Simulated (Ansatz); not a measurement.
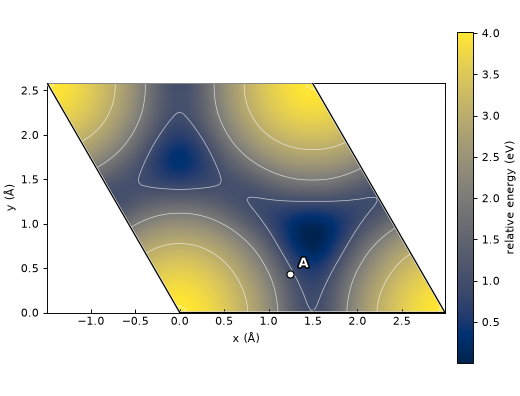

N on a Ta(111) slab cut from the Fm-3m phase, its upper half relaxed before the scan (3 atoms of substrate and one adsorbate in a 1 × 1 cell). N is moved over the surface cell; relaxed at each place: the height of the adsorbate's atoms; substrate rigid; the origin of the map has the adsorbate above Ta3. Places are given modulo a cell vector. The map is drawn in real space over the plane of the surface. The grid has 6 × 6 points; 10 points were computed and 26 follow by symmetry. All energies are given in eV relative to the lowest grid point. With one adsorbate in each 1 × 1 cell, its nearest image is 3.0 Å away, so neighbouring adsorbates interact. Level of theory: DFT PBE, scalar-relativistic, plane waves, PAW in Ansatz 0.2.0. Settings: cutoff 420 eV, k-mesh 9×9×1, gaussian smearing 0.1 eV, no spin polarisation.

The picture shows a smooth colour map with a few white contour lines, the outline of one cell of the plane, the point A. Between grid points the surface is interpolated.

Which way does the force act at A, and how strong is it?

A, at (3/6, 1/6) of the cell vectors, is not a stationary point. The computed force is 3.8 eV/Å in the plane, pointing up and right in the picture (components 3.5 and 1.6 eV/Å).

PAW datasets: the set soft_1.
